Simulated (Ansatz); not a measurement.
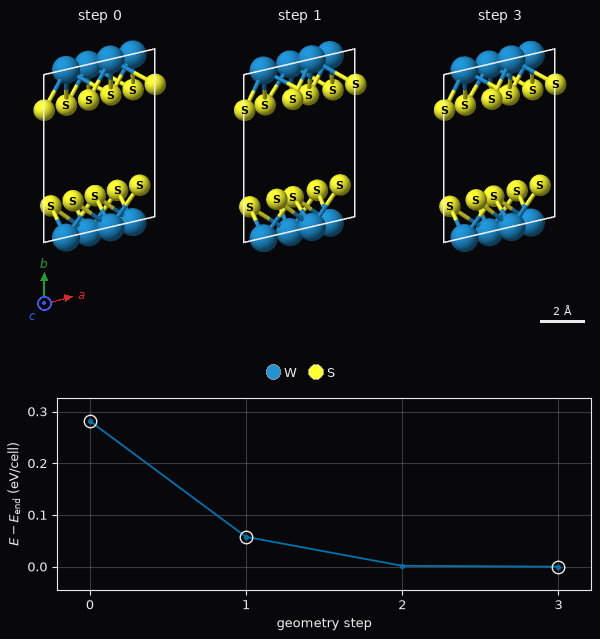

Frames of a relaxation of a defect cell of composition W$_{2}$S$_{5}$, marked on the history of the run. The picture is a ball-and-stick view of the cell of the calculation, seen along the c axis.

Case: W vacancy (site a), charge +0, atoms relaxed at the host's cell.

Computed with Ansatz, DFT PBE, scalar-relativistic, plane waves, PAW. Settings: plane-wave cutoff 420 eV; k-point mesh 4 × 3 × 4; occupations gaussian; smearing width 0.01 eV; collinear spin; atoms relaxed in a fixed cell; force threshold 0.025 eV/Å; at most 45 steps.

What happens along the run?

Over 3 geometry steps the energy falls by 0.282 eV per cell of the calculation. Largest force component: 1.1 eV/Å at the start, 0.023 eV/Å at the end. The largest moves, 0.16 Å, are those of S atoms. By element the largest moves are S 0.16 Å, W 0.09 Å. The cell stays as it was. Among the contacts that change: W–W 3.188 → 3.313 Å, W–W 3.188 → 3.084 Å, S–W 2.420 → 2.362 Å, W–W 3.188 → 3.174 Å. Among the angles between lasting bonds that change: W–S–W 82.4° → 86.0°, S–W–S 135.3° → 132.8°, S–W–S 82.4° → 80.1°. The run took 2.8 min on 4 threads of Arm Neoverse V2, with other jobs on the host, peak memory 1.2 GiB. From step 0 to 1: S atoms move most (0.20 Å), energy −0.224 eV per cell of the calculation. From step 1 to 3: W atoms move most (0.04 Å), energy −57.7 meV per cell of the calculation.

Limits of the set-up: the periodic images lie only 5.5 Å apart, so the values are limited by the cell's size.
